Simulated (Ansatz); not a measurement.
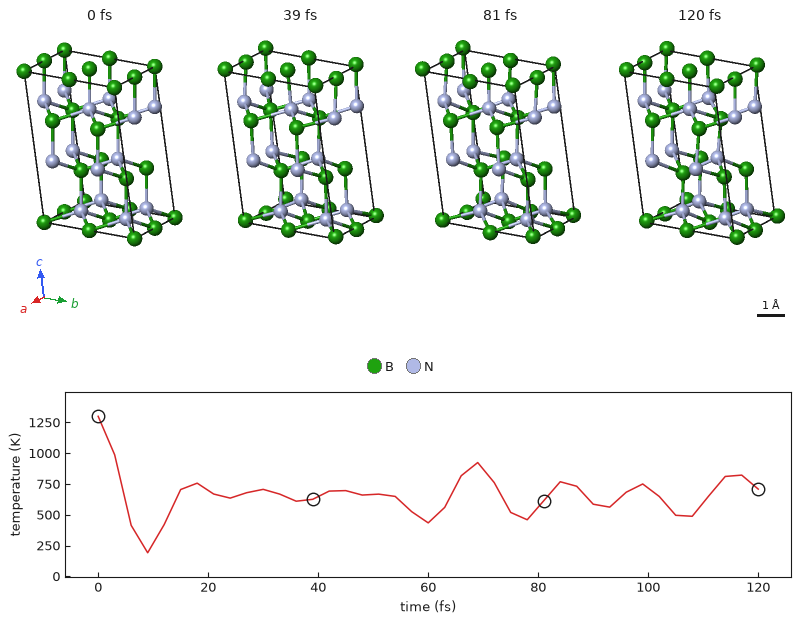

A Born-Oppenheimer molecular dynamics run of a 24-atom cell of BN (built on the zincblende type), 120 fs long. Frames and the history of the run. Style: ball-and-stick. Shown: the reduced simulation cell, slightly off an axis. Bonds to atoms that aren't drawn are left out. Lengths and directions refer to the drawn axes.

The calculation used DFT, r2SCAN, plane waves, PAW in Ansatz. Settings: plane-wave cutoff 500 eV; k-point mesh 4 × 4 × 2; Fermi-Dirac smearing 0.112 eV; constant energy (NVE); velocities drawn for 1300 K; time step 3 fs.

Q: Describe the run.

A: In the second half of the run the atoms are, in the root-mean-square, this far from where they began (common drift taken out): B 0.08 Å, N 0.07 Å. That is small against the typical shortest distance between atoms in the first frame, about 1.6 Å: the atoms vibrate about their sites and the arrangement holds. The mean temperature in the second half is 657 K (standard deviation 134 K). The first frame carries almost no forces, so kinetic energy first flows into potential energy: the temperature drops from 1300 to 191 K within 9 fs, and without a thermostat its mean stays below the start. The potential energy in the second half lies on average 85.4 meV per atom above the first frame. The total energy moves between 0 and 9.9 meV per atom from its start, in jumps that begin near 0 fs. That is too much for reliable dynamics.

The run took 3.4 min on 4 threads of Intel(R) Xeon(R) Platinum 8488C (Sapphire Rapids), with other jobs on the host, peak memory 1 GiB.
